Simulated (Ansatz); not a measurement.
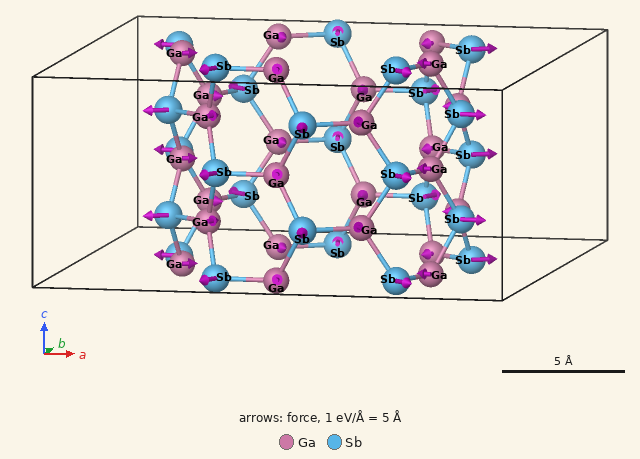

Starting geometry of a wire of composition GaSb with the computed forces as purple arrows. Style: ball-and-stick. Shown: the 2 repeat of the cell, with the vacuum cut short, slightly off an axis.

Case: (5,5) tube.

Level of theory: Ansatz, DFT PBE, scalar-relativistic, plane waves, PAW. Settings: plane-wave cutoff 420 eV; k-point mesh 1 × 1 × 11; occupations gaussian; smearing width 0.05 eV; no spin polarisation; cell relaxed at fixed a, b, alpha, beta, gamma; force threshold 0.02 eV/Å; at most 45 steps.

What follows when this structure is relaxed?

Answer. It isn't relaxed: the largest force vector, on Sb atoms, is 0.22 eV/Å. The final displacements follow the starting forces only in part (cosine between the two patterns 0.53). The energy falls by 99.1 meV per cell of the calculation in 2 accepted moves (3 points after the start). Largest force component: 0.22 eV/Å at the start, 0.0094 eV/Å at the end. At 1 point the geometry stayed and the basis and grid were re-selected for the new cell (energy shift of 1.5 meV per cell of the calculation at most each time). The largest moves relative to the layer's centre, 0.11 Å, are those of Sb atoms. By element the largest moves are Sb 0.11 Å, Ga 0.06 Å. Along the periodic axis the drawn cell goes c 8.751 → 8.647 Å (−1.2 %). Among the contacts that change: Ga–Sb 2.599 → 2.623 Å, Ga–Sb 2.619 → 2.632 Å. Bond angles that change, for instance: Sb–Ga–Sb 113.3° → 110.5°, Ga–Sb–Ga 113.3° → 110.5°. The run took 4.8 min on 4 threads of Arm Neoverse V1, with other jobs on the host, peak memory 6.5 GiB.
